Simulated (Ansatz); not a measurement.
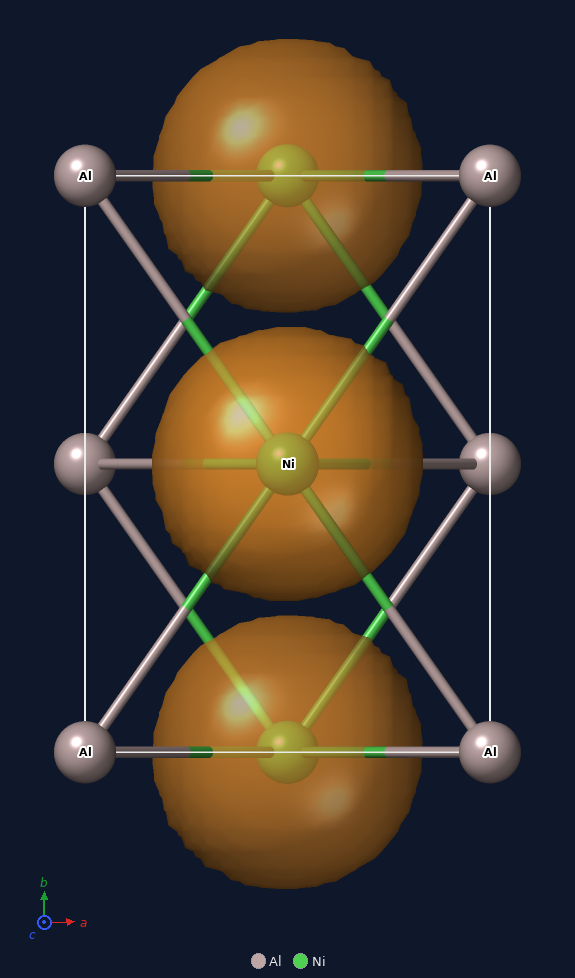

AlNi. Isosurface of the valence charge density (pseudo) at 0.5 e/Å³ (orange), seen along the c axis. Sticks mark near contacts.

Space group P4/mmm; a structure from a database of computed crystals, not necessarily the ambient phase; computed without spin polarisation.

Method: Ansatz 0.2.0, DFT r2SCAN, scalar-relativistic, plane waves, PAW.

Core electrons are frozen (PAW), and the valence fields are smoothed inside the atomic spheres.

Q: What does this surface tell about the bonding?

A: At this value the density breaks into separate islands; it holds about 75 % of the electrons treated as valence (semicore included). It bridges none of the near contacts. It is pinched off along the sampled Al–Ni (2.48 Å) contacts. On the grid the lowest density along these lines, outside the cores, is 0.25 e/Å³ (Al–Ni, 2.48 Å).
